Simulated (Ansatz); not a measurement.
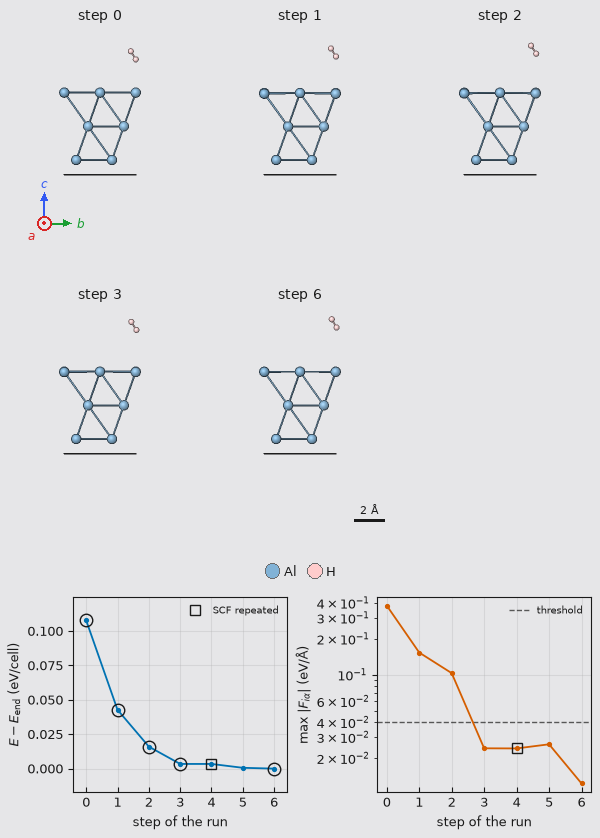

Frames of a constrained relaxation of a slab of composition Al6H (cut from the Fm-3m phase), marked on the history of the run. A ball-and-stick model of the cell of the calculation, outlined in the plane, without the vacuum, seen along the a axis.

Case: 1 H2 a cell, tilted, over a top Al site. The slab is the (1 1 1) face of Al with H2 on it. 4 atoms are held fixed.

The calculation used DFT PBE+D3(BJ), scalar-relativistic, plane waves, PAW (Ansatz). (plane-wave cutoff 420 eV; k-point mesh 4 × 4 × 1; occupations gaussian; smearing width 0.1 eV; no spin polarisation; dipole correction; atoms relaxed in a fixed cell; force threshold 0.04 eV/Å; at most 100 steps)

Q: Describe the path.

A: The energy falls by 0.108 eV per cell of the calculation in 5 accepted moves (6 points after the start). The largest force component goes from 0.38 to 0.012 eV/Å. 1 step only repeated the SCF at the same geometry. An H atom moves most: 0.76 Å at 7° to the normal (+c side). Largest moves by element: H 0.76 Å, Al 0.02 Å. The lattice vectors keep their values. From step 0 to 1: an H atom moves most (0.19 Å), energy −64.9 meV per cell of the calculation. From step 1 to 2: H atoms move most (0.19 Å), energy −26.8 meV per cell of the calculation. From step 2 to 3: H atoms move most (0.19 Å), energy −12.6 meV per cell of the calculation. From step 3 to 6: an H atom moves most (0.19 Å), energy −3.4 meV per cell of the calculation.

Limits of the set-up: the periodic images lie only 5.6 Å apart, so the values are limited by the cell's size.
